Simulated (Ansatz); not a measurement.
Geometry relaxation, with input and output: GaSb (part 2 of 3)

The same run, continued: GaSb (slab, 16 atoms in the cell); DFT PBE+D3(BJ), scalar-relativistic, plane waves, PAW, no spin polarisation (Ansatz 0.2.0); cutoff 420 eV, 2×3×1 k-mesh, Gaussian smearing of 0.1 eV. The structure derives from an entry of the Crystallography Open Database. The input holds or restrains some coordinates. Forces given for the steps count only the free coordinates. It belongs to a series of runs on one base structure; here: clean slab, lower planes held.

Geometry of the input (Å; fractional positions):
```
8.6681  0.0000  0.0000
0.0000  6.1293  0.0000
0.0000  0.0000  22.5011
Ga 0.2500  0.5000  0.3555
Ga 0.7500  0.5000  0.3555
Sb 0.5000  0.2500  0.3555
Sb 0.0000  0.2500  0.3555
Ga 0.5000  0.0000  0.4518
Ga 0.0000  0.0000  0.4518
Sb 0.7500  0.7500  0.4518
Sb 0.2500  0.7500  0.4518
Ga 0.7500  0.5000  0.5482
Ga 0.2500  0.5000  0.5482
Sb 0.0000  0.2500  0.5482
Sb 0.5000  0.2500  0.5482
Ga 0.0000  0.0000  0.6445
Ga 0.5000  0.0000  0.6445
Sb 0.2500  0.7500  0.6445
Sb 0.7500  0.7500  0.6445
```

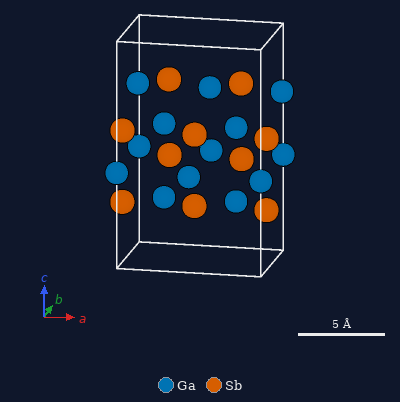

Figure 1. The geometry at step 5 of the log (spheres-only view of the cell of the calculation, with the vacuum cut short, seen slightly off an axis).

### Output, continued
```
SCF iter   1: F=—  HF=-82141.918023 eV  |F-HF|=—  |Δ(HF+E_count)|=         —  Δρ=4.62e-4  dr2=1.62e-3  ethr=1.33e-5  p=0.035 e·Å  D=5.24e-3 V/Å  ΔV_dip=-0.12 eV  dr2_dipole=1.56e-4  V_vac-E_F(+/−)=4.29/4.40 eV  ⟨swp⟩=2.0  Hψ=975  notcnv=0  defer=61
efield: sawtooth ramp at fractional position 0.9800 (handed on by an earlier solve), width 0.0400; the density the first Hamiltonian is built on has a dipole p = 0.035 e·Å; the dipole correction subtracts the counter field D = 5.24e-3 V/Å, which shifts the + side's vacuum level by -0.12 eV against the − side's; the planar-averaged density in the ramp window peaks in size at 3.2e-6 e/Å³
preconditioner: auto → LDOS  [insulator: Δε(μ)=0.308 eV  Ē_g=13.259 eV  σ=0.100 eV  W_gap=0.97  n_scr=162 (ndim 8)  ℏωp=12.9 eV  f_vac=0.573  D(μ)=0.63/eV (n_scr^D=2)  ε∞_Penn≈1.9  β→1.0]
SCF iter   2: F=—  HF=-82141.918510 eV  |F-HF|=—  |Δ(HF+E_count)|=   4.87e-4  Δρ=2.13e-4  dr2=2.95e-3  ethr=7.22e-7  p=0.045 e·Å  D=6.78e-3 V/Å  ΔV_dip=-0.15 eV  dr2_dipole=6.15e-4  V_vac-E_F(+/−)=4.26/4.41 eV  ⟨swp⟩=2.0  Hψ=992  notcnv=0  defer=61
SCF iter   3: F=—  HF=-82141.918049 eV  |F-HF|=—  |Δ(HF+E_count)|=   4.61e-4  Δρ=7.93e-5  dr2=5.46e-4  ethr=7.22e-7  p=0.033 e·Å  D=5.06e-3 V/Å  ΔV_dip=-0.11 eV  dr2_dipole=1.05e-4  V_vac-E_F(+/−)=4.30/4.41 eV  ⟨swp⟩=2.0  Hψ=847  notcnv=0  defer=61
SCF iter   4: F=—  HF=-82141.917959 eV  |F-HF|=—  |Δ(HF+E_count)|=   9.01e-5  Δρ=2.10e-5  dr2=2.28e-5  ethr=2.44e-7  p=0.036 e·Å  D=5.52e-3 V/Å  ΔV_dip=-0.12 eV  dr2_dipole=3.81e-6  V_vac-E_F(+/−)=4.28/4.41 eV  ⟨swp⟩=2.0  Hψ=845  notcnv=0  defer=61
SCF iter   5: F=—  HF=-82141.917803 eV  |F-HF|=—  |Δ(HF+E_count)|=   1.57e-4  Δρ=4.46e-6  dr2=7.83e-7  ethr=1.02e-8  p=0.037 e·Å  D=5.60e-3 V/Å  ΔV_dip=-0.13 eV  dr2_dipole=4.89e-8  V_vac-E_F(+/−)=4.28/4.41 eV  ⟨swp⟩=2.0  Hψ=767  notcnv=0  defer=61
SCF iter   6: F=-82141.917803 eV  HF=-82141.917803 eV  |F-HF|=1.25e-8  |Δ(HF+E_count)|=   7.17e-8  Δρ=1.47e-6  dr2=3.71e-8  ethr=4.46e-11  p=0.037 e·Å  D=5.61e-3 V/Å  ΔV_dip=-0.13 eV  dr2_dipole=1.76e-12  V_vac-E_F(+/−)=4.28/4.41 eV  ⟨swp⟩=16.0  Hψ=4746  notcnv=0
SCF 5 converged in 6 iterations: F = -82141.917803 eV  dr2 = 3.71e-8
relax step   5: F+E_penalty+E_count = -82141.91780260 eV  Δ(F+E_penalty+E_count) = -2.045e-3 eV  max|allowed force component| = 6.937e-3 eV/Å  Δτ_max = 0.0318 Å  (6 SCF iters, accepted)
```

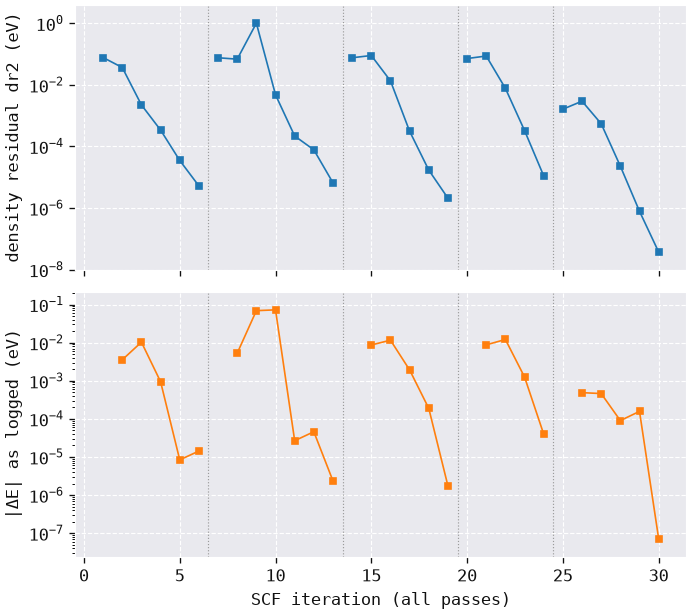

Figure 2. Convergence of the self-consistent field: density residual dr2 and size of the energy change against the SCF iteration. The dotted lines part the SCF passes of the relaxation: geometry steps, rejected trials and re-solves on a re-selected basis. The 5 passes take 5 to 7 iterations each, 30 in all.

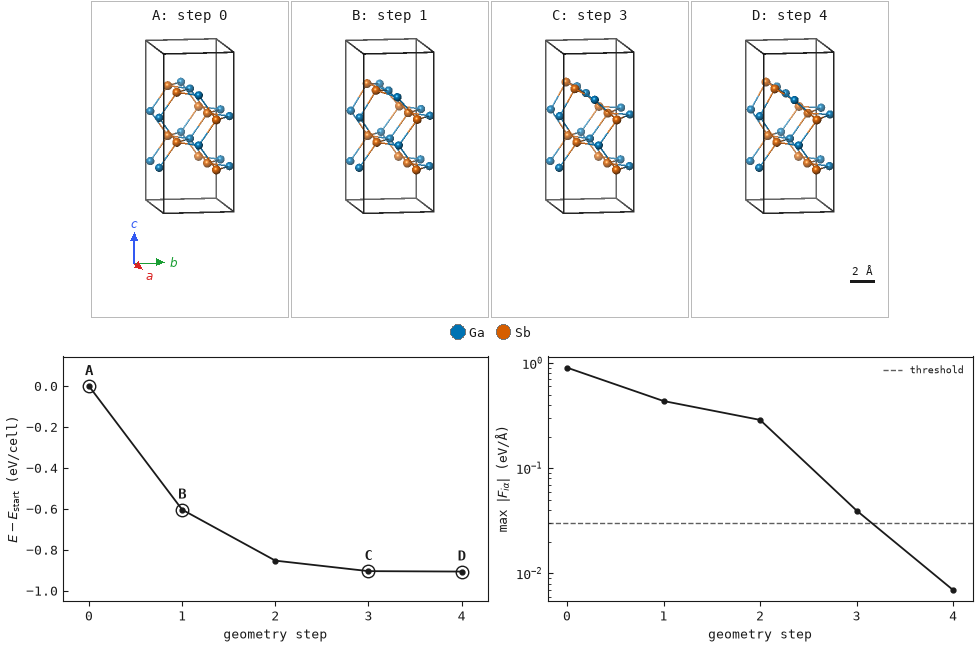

Figure 3. Frames of the restrained relaxation (ball-and-stick view of the cell of the calculation, with the vacuum cut short (origin shifted), seen slightly off an axis) above the curves, on which the letters mark them (the first geometry is step 0 here and step 1 in the log).

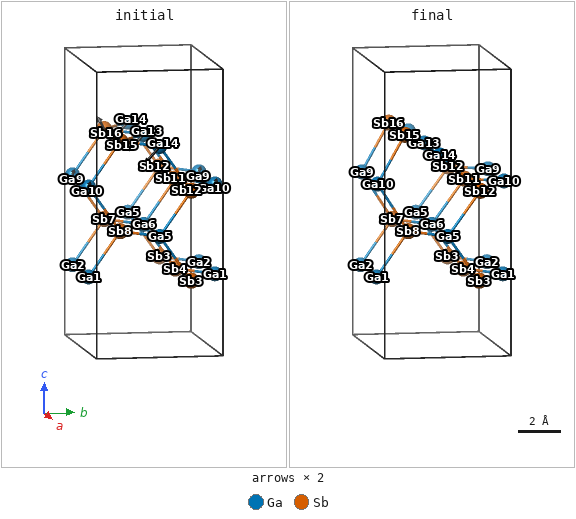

Figure 4. Before (left) and after (right) the restrained relaxation, at one scale (ball-and-stick view of the cell of the calculation, with the vacuum cut short (origin shifted), seen slightly off an axis). The black arrows give the displacements, magnified 2 times. The largest moves, 0.54 Å, are those of Ga13 and Ga14. By element the largest moves are Ga 0.54 Å, Sb 0.35 Å. The cell stays as it was. Among the contacts that change: Sb7–Ga9 2.654 → 2.743 Å, Ga10–Sb15 2.654 → 2.683 Å, Sb11–Ga13 2.654 → 2.628 Å, Ga13–Sb15 2.654 → 2.644 Å. Among the angles that change: Ga10–Sb15–Ga13 109.5° → 90.7°, Sb11–Ga13–Sb15 109.5° → 123.8°, Ga5–Sb12–Ga14 109.5° → 96.2°. Over 4 geometry steps the energy falls by 0.906 eV per cell of the calculation. The largest force component goes from 0.91 to 0.0069 eV/Å. (Atoms are counted from 1 in the order of the input.)

```
WARN: The output density's exchange-correlation potential varies sharply where the density is thin. Do not read a vacuum level from v_tot or v_xc, or from such a field of the output density. On a cell that repeats whose density bears no net charge and no dipole along the vacuum's axis use v_es (v_loc + v_h of the components); under efield.dipole_correction with no amplitude use v_es + v_field, which holds any external_charges[].barrier, or the levels of the report's work_function block, which leave it out; under a non-zero efield.amplitude the vacuum is tilted and has no level; on a cell that repeats and bears such a dipole with no correction it is tilted too, and efield.dipole_correction with no amplitude gives each side of its ramp a level where efield: is served; in a cell that repeats whose density bears a net charge (total_charge, or a fill off its count) it is curved and has none; of a slab under crystal.periodic whose density bears no net charge use v_es, which has a level on each side, short of where the two are joined; of another it falls or rises all the way out and has none; of a slab beside external_charges read slab_vacuum_level instead, which it has where they leave it neutral. The grid or the basis barely resolves most such structure, and the values can differ between equally converged runs; as a rule a tighter scf.convergence.dr2_threshold does not remove it. Where the density itself ripples (under the LDA too) a higher basis.ecutwfc lessens it. The files hold the spikes' plane waves up to the density's cutoff. Files: v_tot_of_output_density and the like, and their columns of v_z.tsv (output.write_potential); v_xc_of_output_density and the like, and their columns of v_comp_z.tsv (output.write_potential_components). Measured: with its Gaussian average of σ = 0.25 Å subtracted twice, the exchange-correlation potential is over 0.1 eV at 330 of the grid points where the equally averaged density (valence and model cores) is under 1e-3 e/Å³, and 0.312 eV at the most among them, at an averaged density of 9.3e-4 e/Å³. The input density's (outcome.potential() and, of a run that writes arrays, v_tot and v_xc) is over 0.1 eV, so measured, at 328 points of its own thin density, 0.313 eV at the most. See output.write_potential in the manual, Limitations
SCF converged after 6 iterations
Free energy (F): -82141.917803 eV
Harris-Foulkes:  -82141.917803 eV  (|F-HF|=1.25e-8)
Internal energy: -82141.914627 eV  (E = F + TS)
E sigma→0 (E₀):  -82141.916215 eV
Entropy (-TS):   -0.003175 eV (-0.198 meV/atom)
Fermi energy:    0.275259 eV
Dipole field:    D = 0.005612 V/Å  (p = 0.037075 e·Å, saw-weighted, corrected)
Work function:   Φ+ = 4.2825 eV   Φ− = 4.4088 eV
Levels:          The Fermi level and band energies are counted from a zero that moves with the ramp; work functions are not
--- Per-component energies (eV) ---
  E_band       = -3727.429754
  E_kinetic    = 2573.768329
  E_local      = -155990.066601  (includes V_loc(G=0)·N_el)
  E_nonlocal   = 6289.198733
  E_hartree    = 75929.602454
  E_xc         = -1653.499204
  E_vxc        = -1223.582655  (∫ρ·V_xc dr)
  E_paw        = -52507.208684  (= ΣΔE_a)
  E_vpaw       = -7235.942081  (= ΣTr[D̂ρ^β])
  E_aug_tail   = -0.000933  (compensation charges beyond the density's cutoff)
  E_efield     = 0.000104  (sawtooth field / dipole correction)
  E_vefield    = -0.013476  (∫n·V_field dr)
  E_ewald      = 43220.057286
  E_disp       = -3.766111  (pairwise vdW)
  E_smearing   = -0.003175  (= −TS)
  E_closure    = -0.000000  (closes the sum)
  Σ components = -82141.917803   (vs F -82141.917803, Δ=0.00e0)
--- Forces (eV/Å), atoms counted from 1 ---
  atom   1  Ga     0.00000000    -0.64552489     0.96035249
  atom   2  Ga     0.00000000    -0.64552489     0.96035249
  atom   3  Sb    -0.00000000     0.02781014    -1.15631401
  atom   4  Sb    -0.00000000     0.02781014    -1.15631401
  atom   5  Ga     0.00000000     0.27765526     0.29727723
  atom   6  Ga     0.00000000     0.27765526     0.29727723
  atom   7  Sb    -0.00000000     0.33994036    -0.09336334
  atom   8  Sb    -0.00000000     0.33994036    -0.09336334
  atom   9  Ga     0.00000000    -0.00219207     0.00413987
  atom  10  Ga     0.00000000    -0.00219207     0.00413987
  atom  11  Sb    -0.00000000    -0.00179517    -0.00693683
  atom  12  Sb    -0.00000000    -0.00179517    -0.00693683
  atom  13  Ga    -0.00000000     0.00191482    -0.00081929
  atom  14  Ga    -0.00000000     0.00191482    -0.00081929
  atom  15  Sb    -0.00000000     0.00219619    -0.00429852
  atom  16  Sb    -0.00000000     0.00219619    -0.00429852
  max |Σ_I F_I| component: 7.52e-5 eV/Å
--- Band table (eV) ---
  k-point 0: bands = ["-28.5509", "-28.5508", "-28.5465", "-28.5446", "-28.5392", "-28.5376", "-28.5276", "-28.5256", "-28.5247", "-28.5246", "-28.5235", "-28.5228", "-28.5065", "-28.5051", "-28.5005", "-28.5002", "-28.4879", "-28.4837", "-28.4742", "-28.4732", "-28.2423", "-28.2390", "-28.2235", "-28.2224", "-28.1982", "-28.1967", "-28.1894", "-28.1892", "-28.1759", "-28.1743", "-28.0854", "-28.0823", "-28.0777", "-28.0763", "-27.9881", "-27.9879", "-27.9624", "-27.9612", "-27.9431", "-27.9413", "-14.9386", "-14.9320", "-14.9038", "-14.8998", "-14.8892", "-14.8872", "-14.8851", "-14.8843", "-14.8636", "-14.8574", "-14.8503", "-14.8479", "-14.8191", "-14.8150", "-14.8097", "-14.7968", "-14.7928", "-14.7907", "-14.7751", "-14.7745", "-14.7715", "-14.7714", "-14.7657", "-14.7644", "-14.7590", "-14.7564", "-14.7500", "-14.7495", "-14.7433", "-14.7416", "-14.6943", "-14.6855", "-14.6849", "-14.6734", "-14.6732", "-14.6528", "-14.6400", "-14.6351", "-14.6309", "-14.6227", "-10.7911", "-9.9268", "-9.3743", "-9.3069", "-8.9871", "-8.6443", "-8.6320", "-8.4726", "-6.2354", "-6.0295", "-5.9533", "-5.4499", "-5.3805", "-5.3433", "-3.8773", "-2.9203", "-2.7752", "-2.5069", "-2.4876", "-2.2728", "-2.0383", "-1.9613", "-1.9587", "-1.6844", "-1.6609", "-1.2275", "-1.0380", "-1.0010", "-0.3493", "-0.3068", "-0.2633", "0.1380", "0.4891", "0.6290", "0.9879", "1.4102", "1.5506", "1.7362", "1.8924", "1.9885", "2.4426", "2.5303", "2.5519", "2.6086", "3.0193", "3.0864", "3.5057", "3.5301", "3.8292", "4.0852", "4.2683", "4.3801", "4.5560", "4.5644", "4.8467"]
  k-point 1: bands = ["-28.5509", "-28.5508", "-28.5465", "-28.5446", "-28.5390", "-28.5376", "-28.5276", "-28.5259", "-28.5247", "-28.5246", "-28.5235", "-28.5227", "-28.5065", "-28.5051", "-28.5005", "-28.5002", "-28.4879", "-28.4837", "-28.4742", "-28.4731", "-28.2423", "-28.2390", "-28.2235", "-28.2224", "-28.1982", "-28.1967", "-28.1894", "-28.1892", "-28.1759", "-28.1743", "-28.0854", "-28.0823", "-28.0777", "-28.0763", "-27.9881", "-27.9878", "-27.9624", "-27.9612", "-27.9431", "-27.9413", "-14.9401", "-14.9307", "-14.9041", "-14.8997", "-14.8888", "-14.8872", "-14.8845", "-14.8841", "-14.8637", "-14.8571", "-14.8504", "-14.8479", "-14.8171", "-14.8113", "-14.8111", "-14.7928", "-14.7923", "-14.7874", "-14.7780", "-14.7780", "-14.7734", "-14.7711", "-14.7689", "-14.7650", "-14.7589", "-14.7564", "-14.7500", "-14.7491", "-14.7429", "-14.7421", "-14.6961", "-14.6866", "-14.6862", "-14.6747", "-14.6733", "-14.6532", "-14.6398", "-14.6349", "-14.6307", "-14.6224", "-10.4440", "-9.7402", "-9.4554", "-9.2836", "-9.2351", "-9.1582", "-8.6094", "-8.4199", "-6.0174", "-6.0145", "-5.9222", "-5.7468", "-5.5187", "-5.3011", "-4.4090", "-3.2155", "-2.6437", "-2.5489", "-2.3619", "-2.1929", "-1.9309", "-1.6384", "-1.5946", "-1.5371", "-1.4358", "-1.0291", "-0.9175", "-0.7996", "-0.6338", "-0.5126", "-0.3269", "-0.0865", "0.4455", "0.4604", "1.0839", "1.2533", "1.4330", "1.9879", "2.0905", "2.2961", "2.3792", "2.7678", "2.9152", "3.1243", "3.1537", "3.6551", "3.7963", "3.9329", "4.2297", "4.2593", "4.4587", "4.5790", "4.7136", "4.9348", "5.0997"]
```
